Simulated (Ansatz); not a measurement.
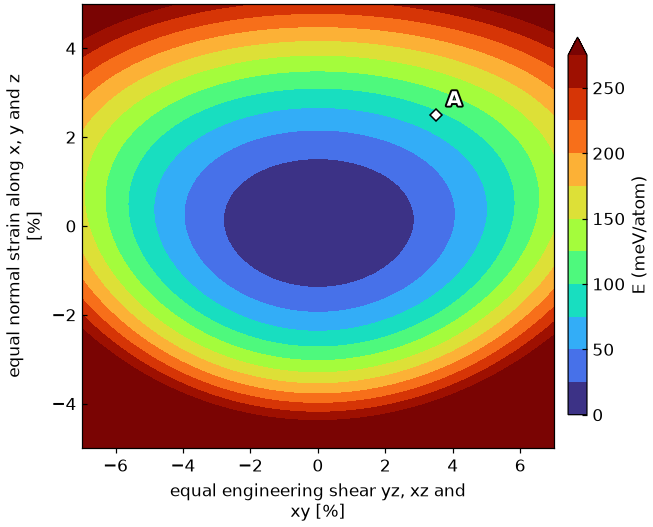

Ru (Fm-3m, No. 225; 1 atom in the cell). The energy is mapped over two homogeneous strains (x, y and z along the cube axes). The first coordinate is: equal engineering shear yz, xz and xy; the second: equal normal strain along x, y and z. Nothing is relaxed (symmetry fixes all fractional coordinates). Grid: 9 × 9 points. Points are written as (first, second). Energies: meV/atom, counted from the lowest grid point. These are results of Ansatz 0.2.0, DFT PBE, scalar-relativistic, plane waves, PAW, not measurements. Settings: cutoff 420 eV, k-mesh 20×20×20, gaussian smearing 0.15 eV, no spin polarisation.

In the figure: filled contours, one colour for all values above the top of the scale, the point A. Between grid points the surface is interpolated.

Is A at rest? If not, where is it pushed?

Answer. A, at (3.50 %, 2.50 %), is not a stationary point. The computed force is 16 meV/atom for each 1 % towards smaller values of the first coordinate and 48 meV/atom for each 1 % towards smaller values of the second coordinate.
